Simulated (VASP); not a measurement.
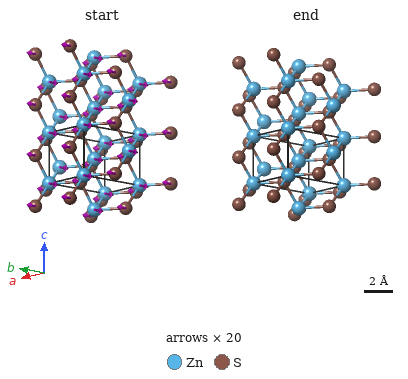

The structure of a crystal of ZnS (a generated structure, set up in Imm2) before (left) and after (right) a relaxation, at one scale. The purple arrows give the displacements (the part carried along by the change of the cell is left out), 20 times their true length.

Style: ball-and-stick. Shown: the cell of the calculation, repeated 1 × 1 × 2 with one cell outlined, from a free direction.

The run lets cell and atoms move.

Computed with VASP 6.6.1, Kohn-Sham DFT of a periodic cell, LDA, VASP PAW LDA potentials, recommended.

Input
```
SYSTEM = ZnS
PREC     = Accurate       ! precision mode
ENCUT    = 220            ! plane-wave cutoff, eV
EDIFF    = 1E-6           ! SCF threshold, eV
ISMEAR   = 0              ! smearing method
SIGMA    = 0.02           ! smearing width, eV
LREAL    = .FALSE.        ! projectors in reciprocal space
LASPH    = .TRUE.         ! aspherical terms in the spheres
NELM     = 80             ! most SCF steps
ALGO     = Fast           ! electronic algorithm
ISIF     = 3              ! what is computed and relaxed
LWAVE    = .FALSE.        ! write WAVECAR
LCHARG   = .FALSE.        ! write CHGCAR
IBRION   = 2              ! ionic algorithm
NSW      = 60             ! ionic steps
EDIFFG   = -0.01          ! ionic threshold
LATTICE_CONSTRAINTS= .FALSE. .FALSE. .TRUE.
```

Launched with:
```bash
cat potpaw_LDA.64/Zn/POTCAR potpaw_LDA.64/S/POTCAR > POTCAR
mpirun -np 1 vasp_std > vasp.out
```

> Summarise the run.

After 8 geometry steps the energy has fallen by 81.2 meV per atom. Largest force component: 0.054 eV/Å at the start, 0.00038 eV/Å at the end. Pressure: −20.75 GPa at the start and −10.36 GPa at the end. The largest moves relative to the cell, 0.044 Å, are those of Zn and S atoms. By element the largest moves are Zn 0.044 Å, S 0.044 Å. The drawn cell changes as follows: a unchanged at 3.829 Å, b unchanged at 5.416 Å, c 3.786 → 3.523 Å (−6.9 %); the volume changes by −6.9 %. Among the contacts that change: S–Zn 2.327 → 2.276 Å, S–Zn 2.345 → 2.295 Å. Among the angles between lasting bonds that change: S–Zn–S 108.9° → 101.4°, Zn–S–Zn 108.9° → 101.4°, S–Zn–S 109.5° → 113.0°. The space group stays Imm2 (No. 44).
